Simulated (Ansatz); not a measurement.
## What a change does: band-structure calculation on MoS₂

System: MoS₂ (P6₃/mmc, 6 atoms in the cell).
Method of run A: DFT, r2SCAN, plane waves, PAW, no spin polarisation (Ansatz 0.2.0).

The structure was built on a prototype by a generator. The geometry comes from this level: r2scan-rvv10. Text and figures count atoms from 1; the logs count them from 0 in places.

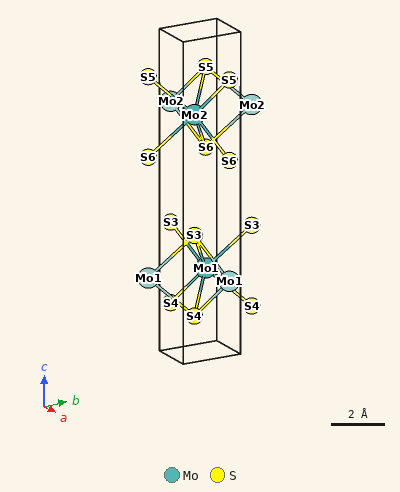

Fig. 1: The structure (ball-and-stick view of the cell of the calculation, seen slightly off an axis; neighbours outside the cell are drawn fainter; atoms are numbered from 1 in the order of the input).

**The input, run A**
```yaml
crystal:
  lattice:
    - [3.173019939, 0.0, 0.0]
    - [-1.5865099695, 2.7479158739, 0.0]
    - [0.0, 0.0, 12.4358958808]
  atoms:
    - { symbol: Mo, position: [0.3333333333, 0.6666666667, 0.25] }
    - { symbol: Mo, position: [0.6666666667, 0.3333333333, 0.75] }
    - { symbol: S, position: [0.6666666667, 0.3333333333, 0.3750995328] }
    - { symbol: S, position: [0.6666666667, 0.3333333333, 0.1249004672] }
    - { symbol: S, position: [0.3333333333, 0.6666666667, 0.8750995328] }
    - { symbol: S, position: [0.3333333333, 0.6666666667, 0.6249004672] }
kpoints:
  mp_grid: { grid: [12, 12, 2] }
  band_path:
    path:
      - [0.0, 0.0, 0.0]
      - [0.5, 0.0, 0.0]
      - [0.3333333333, 0.3333333333, 0.0]
      - [0.0, 0.0, 0.5]
      - [0.5, 0.0, 0.5]
      - [0.3333333333, 0.3333333333, 0.5]
      - [0.177083, 0.177083, 0.0]
    npoints: 1
hamiltonian:
  xc: r2scan
scf:
  occupations: { method: fixed }
  n_extra_bands: 5
output:
  forces: true
  stress: true
  eigenvalues: true
```

Command:
```bash
ansatz run input.yaml --threads 2 --pin off --max-ram 3686MiB --backend cpu --events-out ev --progress --plain --runs-dir out
```

Hardware: 2 threads of Arm Neoverse V1, 24 GiB of memory available, shared host.

**Output, shortened to warnings, some set-up lines, iterations and results (run A)**
```
Basis set: ecut = 500 eV, 2763 PW (Γ), exchange–correlation on 96×96×384 points (64 copies of the dense FFT grid, shifted against one another)
Symmetry: 24 space group operations
k-points: 38 of 288
Initial density: superposition of atomic densities (neutral atoms: chi_scale 0, normalization atom), corrected by the library's trained network
[...]
SCF iter   1: F=—  HF=-13564.213710 eV  |F-HF|=—  |Δ(HF+E_count)|=         —  Δρ=1.03e-2  dr2=1.44e-1  dr2_τ=1.03e-1  ethr=1.77e-3  ⟨swp⟩=5.6  Hψ=4731  notcnv=0  defer=82
SCF iter   2: F=—  HF=-13564.293850 eV  |F-HF|=—  |Δ(HF+E_count)|=   8.01e-2  Δρ=5.13e-3  dr2=1.12e-2  dr2_τ=4.89e-3  ethr=2.78e-4  ⟨swp⟩=2.3  Hψ=2161  notcnv=0  defer=107
SCF iter   3: F=—  HF=-13564.298557 eV  |F-HF|=—  |Δ(HF+E_count)|=   4.71e-3  Δρ=2.91e-3  dr2=4.66e-3  dr2_τ=3.13e-4  ethr=2.16e-5  ⟨swp⟩=2.1  Hψ=1703  notcnv=0  defer=112
SCF iter   4: F=—  HF=-13564.301445 eV  |F-HF|=—  |Δ(HF+E_count)|=   2.89e-3  Δρ=2.72e-4  dr2=9.97e-5  dr2_τ=9.03e-6  ethr=8.96e-6  ⟨swp⟩=3.5  Hψ=2169  notcnv=0  defer=112
SCF iter   5: F=—  HF=-13564.301468 eV  |F-HF|=—  |Δ(HF+E_count)|=   2.31e-5  Δρ=9.02e-5  dr2=2.38e-5  dr2_τ=1.22e-6  ethr=1.92e-7  ⟨swp⟩=2.8  Hψ=2069  notcnv=0  defer=109
SCF iter   6: F=—  HF=-13564.301471 eV  |F-HF|=—  |Δ(HF+E_count)|=   2.41e-6  Δρ=1.95e-5  dr2=6.37e-7  dr2_τ=4.13e-8  ethr=4.58e-8  ⟨swp⟩=2.0  Hψ=1624  notcnv=0  defer=110
SCF iter   7: F=-13564.301471 eV  HF=-13564.301471 eV  |F-HF|=8.95e-9  |Δ(HF+E_count)|=   1.91e-7  Δρ=4.09e-6  dr2=1.92e-8  dr2_τ=5.95e-10  ethr=1.92e-10  ⟨swp⟩=11.0  Hψ=6418 …
SCF 1 converged in 7 iterations: F = -13564.301471 eV  dr2 = 1.92e-8
NSCF: frozen V_eff on 7 k-points
SCF converged after 7 iterations
Free energy (F): -13564.301471 eV
Harris-Foulkes:  -13564.301471 eV  (|F-HF|=8.95e-9)
Internal energy: -13564.301471 eV  (E = F + TS)
E sigma→0 (E₀):  -13564.301471 eV
Fermi energy:    10.599271 eV
--- Per-component energies (eV) ---
  E_band       = -361.280226
  E_kinetic    = 1309.740689
  E_local      = -4019.450607  (includes V_loc(G=0)·N_el)
  E_nonlocal   = 396.937977
  E_hartree    = 1550.237888
  E_xc         = -725.385227
  E_vxc        = -892.150530  (∫ρ·V_xc dr)
  E_paw        = -8871.675474  (= ΣΔE_a)
  E_vpaw       = -308.299030  (= ΣTr[D̂ρ^β])
  E_aug_tail   = 0.000019  (compensation charges beyond the density's cutoff)
  E_vtau       = 51.465859  (kinetic-family band-sum trace: ∫τ·v_τ [+ j·A + Jᵃ·Aᵃ] dr)
  E_ewald      = -3203.825262
  E_core_change = -0.881474  (= ΣΔE_core)
  E_smearing   = -0.000000  (= −TS)
  E_closure    = -0.000000  (closes the sum)
  Σ components = -13564.301471   (vs F -13564.301471, Δ=0.00e0)
--- Forces (eV/Å), atoms counted from 1 ---
  atom   1  Mo     0.00000000    -0.00000000     0.00000000
  atom   2  Mo    -0.00000000     0.00000000    -0.00000000
  atom   3  S     -0.00000000    -0.00000000    -0.05474646
  atom   4  S     -0.00000000    -0.00000000     0.05474646
  atom   5  S     -0.00000000     0.00000000    -0.05474646
  atom   6  S     -0.00000000     0.00000000     0.05474646
  max |Σ_I F_I| component: 1.16e-17 eV/Å
--- Stress (GPa, compression-positive) ---
        1.202982       0.000000      -0.000000
        0.000000       1.202982      -0.000000
       -0.000000      -0.000000       1.051721
  P = ⅓ Tr σ = 1.1526 GPa (11.526 kbar)
```

Run B used a changed input.

**The two runs side by side**

| quantity | run A | run B |
| --- | --- | --- |
| outcome | converged | converged |
| free energy per atom (eV) | −2260.7169 | −2254.2599 |
| gap on the mesh (eV) | 1.04 | 0.94 |
| pressure (GPa) | 1.15 | 2.39 |
| largest force (eV/Å) | 0.055 | 0.111 |
| SCF iterations | 7 | 7 |
| irreducible k-points | 38 | 38 |
| plane waves at Γ | 2763 | 2105 |
| wall time (shared host) | 11 s | 4.4 s |

Which change of the input explains these differences?

The change (lines with − go, lines with + come):
```diff
-  xc: r2scan
+  xc: pbe
```

The total energies belong to different methods, so their difference says nothing on which is more stable or more accurate. The gap on the mesh goes from 1.04 to 0.94 eV. The pressure goes from 1.15 to 2.39 GPa. The largest force goes from 0.055 to 0.111 eV/Å. The functional changes from r2SCAN to PBE. The number of SCF iterations is the same. The default cutoff goes from 500 to 420 eV with the change. The plane waves at Γ go from 2763 to 2105. On the same kind of shared host run B took about 0.41 times as long.

**Output, shortened to warnings, some set-up lines, iterations and results (run B)**
```
Basis set: ecut = 420 eV, 2105 PW (Γ), exchange–correlation on 48×48×180 points (8 copies of the dense FFT grid, shifted against one another)
Symmetry: 24 space group operations
k-points: 38 of 288
Initial density: superposition of atomic densities (neutral atoms: chi_scale 0, normalization atom), corrected by the library's trained network
[...]
SCF iter   1: F=—  HF=-13525.544862 eV  |F-HF|=—  |Δ(HF+E_count)|=         —  Δρ=5.43e-3  dr2=7.03e-3  ethr=1.77e-3  ⟨swp⟩=5.0  Hψ=4281  notcnv=0  defer=88
SCF iter   2: F=—  HF=-13525.554313 eV  |F-HF|=—  |Δ(HF+E_count)|=   9.45e-3  Δρ=3.11e-3  dr2=2.32e-3  ethr=1.35e-5  ⟨swp⟩=2.1  Hψ=2263  notcnv=0  defer=112
SCF iter   3: F=—  HF=-13525.559092 eV  |F-HF|=—  |Δ(HF+E_count)|=   4.78e-3  Δρ=2.14e-4  dr2=5.02e-5  ethr=4.46e-6  ⟨swp⟩=2.0  Hψ=1833  notcnv=0  defer=112
SCF iter   4: F=—  HF=-13525.559124 eV  |F-HF|=—  |Δ(HF+E_count)|=   3.26e-5  Δρ=9.63e-5  dr2=1.48e-5  ethr=9.65e-8  ⟨swp⟩=2.3  Hψ=1822  notcnv=0  defer=37
SCF iter   5: F=—  HF=-13525.559128 eV  |F-HF|=—  |Δ(HF+E_count)|=   3.58e-6  Δρ=4.54e-5  dr2=1.65e-6  ethr=2.84e-8  ⟨swp⟩=2.0  Hψ=1579  notcnv=0  defer=37
SCF iter   6: F=—  HF=-13525.559129 eV  |F-HF|=—  |Δ(HF+E_count)|=   1.43e-6  Δρ=1.02e-5  dr2=1.09e-7  ethr=3.17e-9  ⟨swp⟩=2.0  Hψ=1750  notcnv=0  defer=37
SCF iter   7: F=-13525.559129 eV  HF=-13525.559129 eV  |F-HF|=4.34e-9  |Δ(HF+E_count)|=   1.39e-7  Δρ=2.76e-6  dr2=1.63e-8  ethr=1.92e-10  ⟨swp⟩=10.1  Hψ=5585  notcnv=0
SCF 1 converged in 7 iterations: F = -13525.559129 eV  dr2 = 1.63e-8
NSCF: frozen V_eff on 7 k-points
SCF converged after 7 iterations
Free energy (F): -13525.559129 eV
Harris-Foulkes:  -13525.559129 eV  (|F-HF|=4.34e-9)
Internal energy: -13525.559129 eV  (E = F + TS)
E sigma→0 (E₀):  -13525.559129 eV
Fermi energy:    10.705225 eV
--- Per-component energies (eV) ---
  E_band       = -322.587661
  E_kinetic    = 1312.575730
  E_local      = -4028.223895  (includes V_loc(G=0)·N_el)
  E_nonlocal   = 398.398754
  E_hartree    = 1555.881992
  E_xc         = -757.264294
  E_vxc        = -810.360925  (∫ρ·V_xc dr)
  E_paw        = -8803.102229  (= ΣΔE_a)
  E_vpaw       = -306.734505  (= ΣTr[D̂ρ^β])
  E_aug_tail   = 0.000075  (compensation charges beyond the density's cutoff)
  E_ewald      = -3203.825262
  E_smearing   = -0.000000  (= −TS)
  E_closure    = -0.000000  (closes the sum)
  Σ components = -13525.559129   (vs F -13525.559129, Δ=0.00e0)
--- Forces (eV/Å), atoms counted from 1 ---
  atom   1  Mo    -0.00000000    -0.00000000     0.00000000
  atom   2  Mo    -0.00000000     0.00000000    -0.00000000
  atom   3  S     -0.00000000    -0.00000000     0.11076430
  atom   4  S      0.00000000    -0.00000000    -0.11076430
  atom   5  S      0.00000000     0.00000000     0.11076430
  atom   6  S     -0.00000000     0.00000000    -0.11076430
  max |Σ_I F_I| component: 3.01e-17 eV/Å
--- Stress (GPa, compression-positive) ---
        1.925380       0.000000      -0.000000
        0.000000       1.925380      -0.000000
       -0.000000      -0.000000       3.323279
  P = ⅓ Tr σ = 2.3913 GPa (23.913 kbar)
```
